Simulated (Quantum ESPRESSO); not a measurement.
**GaN (F-43m): phonon deformation potentials, worked out**

How far does biaxial strain in the (001) plane shift the zone-centre optical mode of GaN (F-43m)?

Method: DFT LDA, scalar-relativistic, plane waves, PseudoDojo norm-conserving pseudopotentials, in Quantum ESPRESSO 7.5.

**1. The relaxed structure**

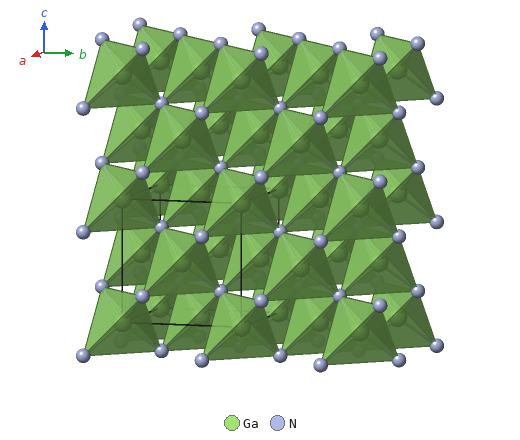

The cell as given, slightly off an axis (gallium green, nitrogen light blue). 1×2×2 cells are drawn. This picture shows the conventional cell, with its axes. Some periodic images of atoms are drawn too.

Structure file:

```cif
data_structure
_symmetry_space_group_name_H-M 'P 1'
_symmetry_Int_Tables_number 1
_cell_length_a 3.1486
_cell_length_b 3.1486
_cell_length_c 3.1486
_cell_angle_alpha 60.000
_cell_angle_beta 60.000
_cell_angle_gamma 60.000
_cell_volume 22.07
loop_
_atom_site_label
_atom_site_type_symbol
_atom_site_fract_x
_atom_site_fract_y
_atom_site_fract_z
_atom_site_occupancy
Ga1 Ga 0.00000 0.00000 0.00000 1
N2 N 0.75000 0.75000 0.75000 1
```

This is the cell after its relaxation at this level of theory, not the database cell from which that began.

**2. Uniaxial strain**

The relaxed cell is stretched along z alone. This keeps all atoms on sites fixed by symmetry and splits the threefold mode into a singlet, polarised along z, and a doublet. The macroscopic field is left out, so these are transverse modes. Cutoff 92 Ry, k mesh 12×12×12.

From the response at ε_zz = 0.01:

The log of the run:

```text
[banners, grids, parts of the stress and lines that vanish by symmetry left out]
Program PHONON v.7.5
     Reading xml data from directory:

[...]
Exchange-correlation= PW
                           (   1   4   0   0   0   0   0)
[...]
kinetic-energy cut-off    =      92.0000  Ry
     charge density cut-off    =     368.0000  Ry
     convergence threshold     =      1.0E-18
[...]
Exchange-correlation= PW
                           (   1   4   0   0   0   0   0)
[...]
q = (   0.0000000   0.0000000   0.0000000 )
      9 Sym.Ops. (with q -> -q+G )
     G cutoff =  333.3266  (  18013 G-vectors)     FFT grid: ( 40, 40, 40)
     number of k points=   163
[...]
Mode symmetry, D_2d (-42m) point group:
[...]
Representation #   1 mode #   1
[...]
End of self-consistent calculation
     Convergence has been achieved
     Representation #   2 mode #   2
[...]
End of self-consistent calculation
     Convergence has been achieved
     Representation #   3 modes #   3   4
[...]
End of self-consistent calculation
     Convergence has been achieved
     Representation #   4 modes #   5   6
[...]
End of self-consistent calculation
     Convergence has been achieved
[...]
q = (    0.000000000   0.000000000   0.000000000 )
[...]
freq (    1) =       0.072713 [THz] =       2.425456 [cm-1]
     freq (    2) =       0.072713 [THz] =       2.425456 [cm-1]
     freq (    3) =       0.073641 [THz] =       2.456416 [cm-1]
     freq (    4) =      16.326529 [THz] =     544.594385 [cm-1]
     freq (    5) =      16.326529 [THz] =     544.594385 [cm-1]
     freq (    6) =      16.416766 [THz] =     547.604358 [cm-1]
[...]
Mode symmetry, D_2d (-42m) point group:
     freq (   1-   1) =          2.4  [cm-1]   --> B_2  X_3  W_2   I+R
     freq (   2-   3) =          2.4  [cm-1]   --> E    X_5  W_3   I+R
     freq (   4-   5) =        544.6  [cm-1]   --> E    X_5  W_3   I+R
     freq (   6-   6) =        547.6  [cm-1]   --> B_2  X_3  W_2   I+R

   JOB DONE.
```

| ε_zz | singlet (cm⁻¹) | doublet (cm⁻¹) | σ_zz (GPa) | σ_xx (GPa) |
| --- | --- | --- | --- | --- |
| -0.01 | 559.96 | 563.42 | -2.955 | -1.683 |
| -0.005 | 556.97 | 558.65 | -1.487 | -0.842 |
| 0 | 553.93 | 553.93 | -0.031 | -0.031 |
| 0.005 | 550.80 | 549.24 | 1.413 | 0.751 |
| 0.01 | 547.60 | 544.59 | 2.844 | 1.504 |

Stress is counted positive in tension.

**3. The fit**

To first order ω² − ω₀² = p ε_zz + q (ε_xx + ε_yy) for the mode along z, and likewise for x and y. With ε_zz alone the singlet gives p and the doublet q.

The linear terms of parabolas through ω² are p = -2.23 ω₀² and q = -3.40 ω₀², with ω₀ = 553.9 cm⁻¹. Those of the stresses are C11 = 290 GPa and C12 = 159 GPa. Under hydrostatic strain p and q imply γ = −(p + 2q)/(6 ω₀²) = 1.50.

A layer held to an in-plane strain ε and free along z takes ε_zz = −2 (C12/C11) ε = -1.099 ε. To first order the singlet then shifts by (q − p C12/C11) ε / ω₀ = -1204 ε cm⁻¹. For ε = -0.006, ε_zz = 0.00659, the formulas for ω² predict 561.11 cm⁻¹ for the singlet and 557.07 cm⁻¹ for the doublet.

**4. A biaxially strained cell**

This run was no part of the fit.

The log of the run:

```text
[banners, grids, parts of the stress and lines that vanish by symmetry left out]
[banner, memory and clock lines left out]
Program PHONON v.7.5

[...]
Exchange-correlation= PW
                           (   1   4   0   0   0   0   0)
[...]
kinetic-energy cut-off    =      92.0000  Ry
     charge density cut-off    =     368.0000  Ry
     convergence threshold     =      1.0E-18
[...]
Exchange-correlation= PW
                           (   1   4   0   0   0   0   0)
[...]
q = (   0.0000000   0.0000000   0.0000000 )
      9 Sym.Ops. (with q -> -q+G )
     G cutoff =  330.2178  (  17685 G-vectors)     FFT grid: ( 40, 40, 40)
     number of k points=   163
[...]
Mode symmetry, D_2d (-42m) point group:
[...]
Representation #   1 mode #   1
[...]
End of self-consistent calculation
     Convergence has been achieved
     Representation #   2 mode #   2
[...]
End of self-consistent calculation
     Convergence has been achieved
     Representation #   3 modes #   3   4
[...]
End of self-consistent calculation
     Convergence has been achieved
     Representation #   4 modes #   5   6
[...]
End of self-consistent calculation
     Convergence has been achieved
[...]
q = (    0.000000000   0.000000000   0.000000000 )
[...]
freq (    1) =       0.020737 [THz] =       0.691727 [cm-1]
     freq (    2) =       0.020737 [THz] =       0.691727 [cm-1]
     freq (    3) =       0.024889 [THz] =       0.830220 [cm-1]
     freq (    4) =      16.697093 [THz] =     556.955070 [cm-1]
     freq (    5) =      16.697093 [THz] =     556.955070 [cm-1]
     freq (    6) =      16.823548 [THz] =     561.173155 [cm-1]
[...]
Mode symmetry, D_2d (-42m) point group:
     freq (   1-   2) =          0.7  [cm-1]   --> E    X_5  W_3   I+R
     freq (   3-   3) =          0.8  [cm-1]   --> B_2  X_3  W_2   I+R
     freq (   4-   5) =        557.0  [cm-1]   --> E    X_5  W_3   I+R
     freq (   6-   6) =        561.2  [cm-1]   --> B_2  X_3  W_2   I+R
```

| mode | predicted (cm⁻¹) | run (cm⁻¹) |
| --- | --- | --- |
| singlet | 561.11 | 561.17 |
| doublet | 557.07 | 556.96 |

The stress along z is -0.016 GPa and that in the plane -1.704 GPa; the unstrained cell carries -0.031 GPa.

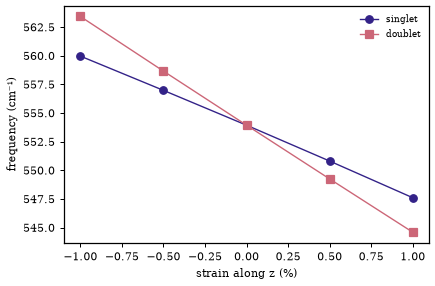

The two components under uniaxial strain.

**5. Outcome**

| Item | Value |
| --- | --- |
| p (in units of the squared frequency) | -2.230 |
| q (same units) | -3.399 |
| shift of the singlet per unit of biaxial strain | -1204 cm⁻¹ |
| C11 and C12 | 290 and 159 GPa |

**Reading.** To first order, one per cent of tensile biaxial strain moves the singlet of GaN (F-43m) by -12.0 cm⁻¹ and the doublet by -5.2 cm⁻¹; the formulas miss the test run by up to 0.11 cm⁻¹. In backscattering from (001) the mode polarised along z is the one seen in diamond and zinc-blende crystals; in a polar crystal it is the LO mode, whose potentials differ somewhat from these. The third potential, r, needs shear strain and a relaxation of the atoms, which was not run. These are harmonic values at zero temperature.

[Host names and launcher messages were left out of these logs when they were recorded.]

[Logs are printed without paths, hosts, clocks, repeated set-up lines and the standing remarks that a program may print on its own settings, such as how far it seeks lower states.]

[Hosts, paths, dates, database ids (printed as entryN), source tags and the programs' standing remarks are cut or masked in the printed files.]
